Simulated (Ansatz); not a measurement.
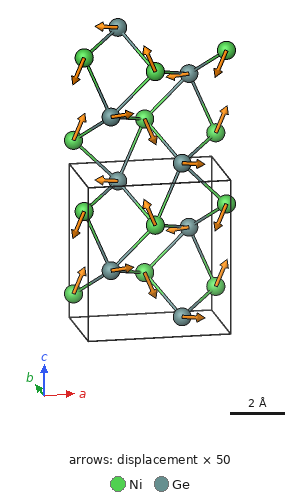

This is a relaxation of solid NiGe (set up in Pnma). The starting structure is drawn; orange arrows show the displacements (the part carried along by the change of the cell is left out), magnified 50 times.

Style: ball-and-stick. Shown: the cell of the calculation, repeated 1 × 1 × 2 with one cell outlined, slightly off an axis.

Case: volume × 1.10, shape and atoms relaxed.

These are results of DFT PBEsol, scalar-relativistic, plane waves, PAW in Ansatz 0.2.0, not measurements. Set-up: plane-wave cutoff 420 eV; k-point mesh 8 × 10 × 6; occupations gaussian; smearing width 0.1 eV; no spin polarisation; cell relaxed at fixed volume; force threshold 0.01 eV/Å; at most 30 steps.

Describe the change and its energy.

Answer. The largest moves relative to the cell, 0.023 Å, are those of Ni atoms. Largest moves by element: Ni 0.023 Å, Ge 0.018 Å. The drawn cell changes at constant volume: a 5.449 → 5.411 Å (−0.7 %), b 3.548 → 3.554 Å (+0.2 %), c 5.965 → 5.997 Å (+0.5 %). Near-neighbour distances that change, for instance: Ge–Ni 2.383 → 2.376 Å, Ge–Ni 2.505 → 2.500 Å. The space group stays Pnma (No. 62). The energy falls by 0.7 meV per atom in 4 accepted moves (5 points after the start). The largest force component goes from 0.062 to 0.0029 eV/Å. Pressure: −11.93 GPa at the start and −11.53 GPa at the end. At 1 point the geometry stayed and the basis and grid were re-selected for the new cell (energy shift of less than 0.05 meV per atom at most each time).

Limits of the set-up: an element that often carries a moment was run without spin polarisation.
